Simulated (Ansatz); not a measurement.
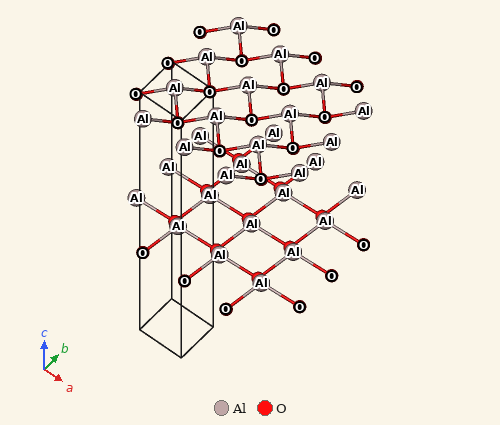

System AlO (space group P6_3mc, No. 186); source of the atomic positions: the end point of a relaxation with Ansatz, DFT PBE, scalar-relativistic, plane waves, PAW; the starting structure was generated, so it need not be a known form of this composition.

Bonds are taken as Al–O below 2.1 Å; no other contact counts. Simplification: prune 0- and 1-connected atoms, fold 2-connected ones into links.

> What kind of net remains, and which atoms are its nodes?

A uninodal 3-connected, two-periodic (layers) net: Al and O are 3-connected nodes.

> Which named net is it?

It is the hcb net, known from graphene.

> How do the layers lie?

The layers lie parallel to (001).

> Give the first eight terms of the coordination sequence (nodes one, two, three … edges away).

Al and O: 3, 6, 9, 12, 15, 18, 21, 24.

The simplified net, drawn on the atoms' positions. Nodes are coloured by element. One layer is drawn. Short stubs are edges that leave the cut-out.

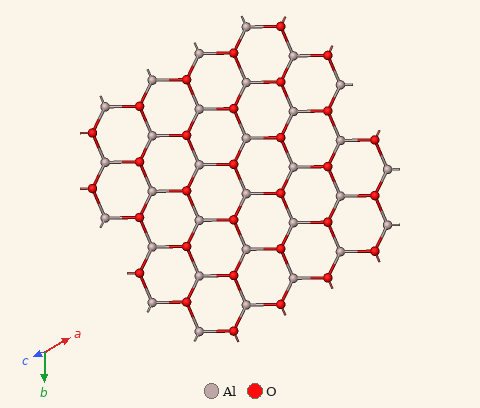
